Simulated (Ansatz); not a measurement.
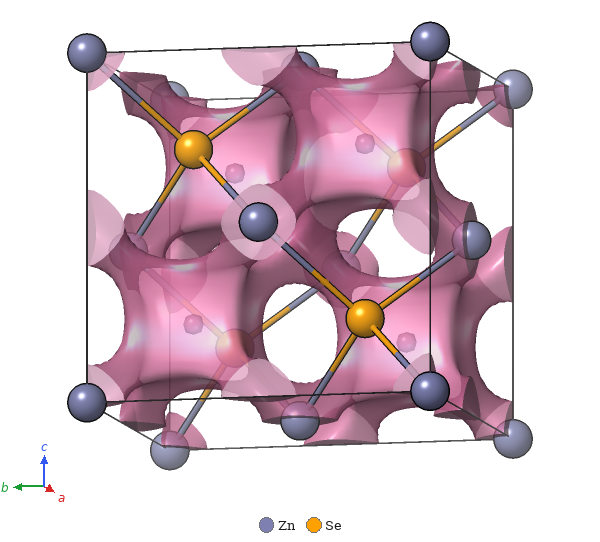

Bond-valence mismatch map for Zn2+ in ZnSe (F-43m): the pink surface encloses the points where |V − 2| < 0.8 v.u. (1×1×1 cells, view from a free direction). Pale faces close the region where the drawn box cuts it.

At each point the valence sum V of a Zn2+ ion is computed from the anions within 5 Å (s = exp((R0 − d)/b), R0 fitted to published crystal structures with b = 0.37 Å; R0: Zn2+–Se 2.221 Å). The other Zn2+ ions are ignored. This is an empirical screen for pathways, not an energy calculation.

The cell is taken from a calculation's input that goes back to an entry of the Crystallography Open Database (an earlier step may have relaxed or displaced it).

```
Zn Se
1.0
     5.66760    0.00000    0.00000
     0.00000    5.66760    0.00000
     0.00000    0.00000    5.66760
Zn Se
4 4
Direct
  0.00000 0.00000 0.00000
  0.00000 0.50000 0.50000
  0.50000 0.00000 0.50000
  0.50000 0.50000 0.00000
  0.25000 0.25000 0.25000
  0.25000 0.75000 0.75000
  0.75000 0.25000 0.75000
  0.75000 0.75000 0.25000
```

What pathways for Zn2+ does the map suggest at this level (counting the regions that come within 0.6 Å of a Zn site)?

Answer. The regions form a three-dimensional network.

At which mismatch do paths open?

Answer. From a mismatch of about 0.40 v.u. the regions form a three-dimensional network. These are grid estimates, good to about 0.1 v.u.

What is the valence sum at the Zn sites themselves?

Answer. 2.14 v.u., against the formal 2.
